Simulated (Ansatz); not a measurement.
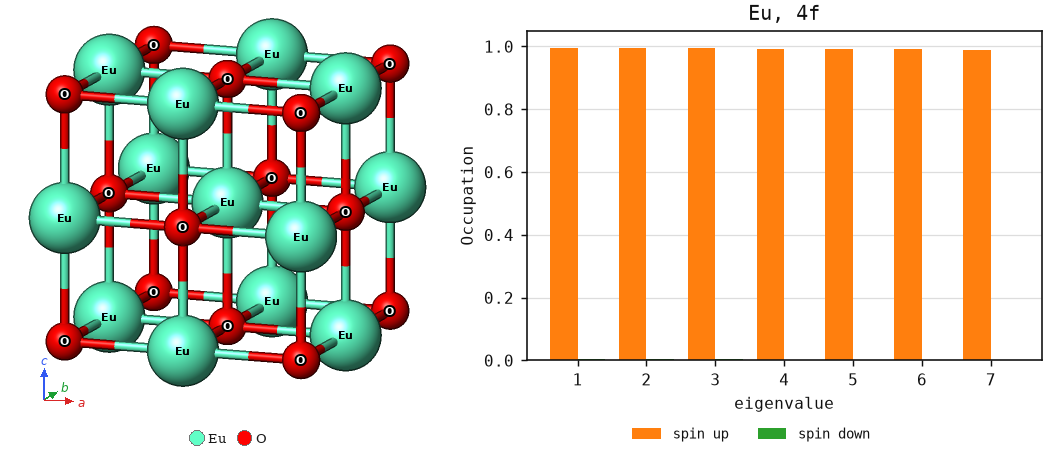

Eigenvalues of the local occupation matrix of the f shell (Löwdin-orthogonalised atomic projectors). The structure is drawn too.

System: EuO, space group Fm-3m (No. 225), 2 atoms in the cell.

```cif
data_structure
_symmetry_space_group_name_H-M 'P 1'
_symmetry_Int_Tables_number 1
_cell_length_a 3.6373
_cell_length_b 3.6373
_cell_length_c 3.6373
_cell_angle_alpha 60.000
_cell_angle_beta 60.000
_cell_angle_gamma 60.000
_cell_volume 34.03
loop_
_atom_site_label
_atom_site_type_symbol
_atom_site_fract_x
_atom_site_fract_y
_atom_site_fract_z
_atom_site_occupancy
Eu1 Eu 0.50000 0.50000 0.50000 1
O1 O 0.00000 0.00000 0.00000 1
```

Method: DFT PBE+U, scalar-relativistic, plane waves, PAW, Ueff = 6 eV on Eu f, spin-polarised, 6×6×6 k mesh, 420 eV cutoff, Gaussian smearing of 0.1 eV (Ansatz).

> How many states of the shell are filled, counting eigenvalues over 0.6?

Counting eigenvalues over 0.6 as filled, Eu has 7 filled f states (f⁷), 7 up and 0 down; the eigenvalues sum to 7.0.

The run may have settled in a state above the lowest, so this need not be the ground state. The k mesh is coarse for this system. Spin-orbit coupling is left out, which matters for Eu. Open shells can settle in several states, and this one need not be the lowest.
